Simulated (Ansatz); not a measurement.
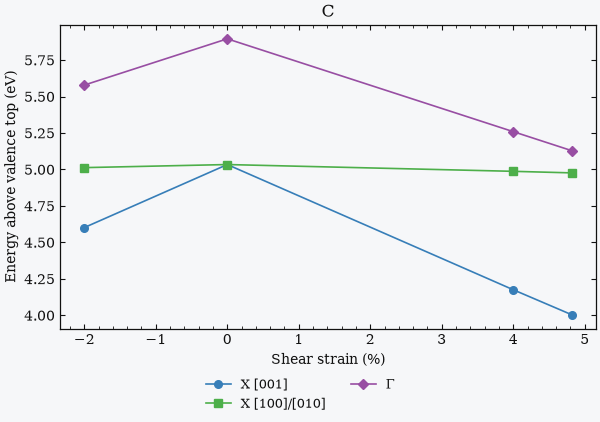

Lowest conduction level at each named k point, counted from the valence-band top at Γ.

System: diamond-type C, space group Fd-3m (No. 227), 2 atoms in the primitive cell, relaxed with r2SCAN; unstrained, cubic a = 3.560 Å. The cell is sheared in the xy plane (engineering strain), and the atoms are relaxed again with r2SCAN. Points keep the names of the unstrained cell; those that the strain makes unlike carry their directions on the cubic axes x, y, z. Level of theory: r2SCAN, Ansatz PAW set, no spin polarisation, no spin-orbit coupling, 12×12×12 k mesh, 500 eV cutoff; code Ansatz 0.2.0.

How does the strain split the X points of the conduction band?

Unstrained, the X points are equivalent. At +4.82 % the lowest conduction level is 4.00 eV at X [001] and 4.98 eV at X [100]/[010] above the valence top, a splitting of 0.97 eV, or 202 meV for each 1 % of strain on average.

The values:
```
 strain  X [001] (eV)  X [100]/[010] (eV)  Γ (eV)
   −2 %          4.60                5.01    5.58
    0 %          5.03                5.03    5.90
   +4 %          4.18                4.99    5.26
+4.82 %          4.00                4.98    5.13
```

The smallest gap over all k points computed is 4.33, 4.36, 4.12 and 4.00 eV in turn; it lies up to 0.67 eV under the lowest value plotted. The strain splits the threefold valence top at Γ, and levels count from its highest part. The PAW data sets were made with another functional. LDA, GGA and most meta-GGA functionals understate gaps. The cell was built by a generator and needn't be a form met in nature. Diamond is metastable; the stable form of carbon is graphite.
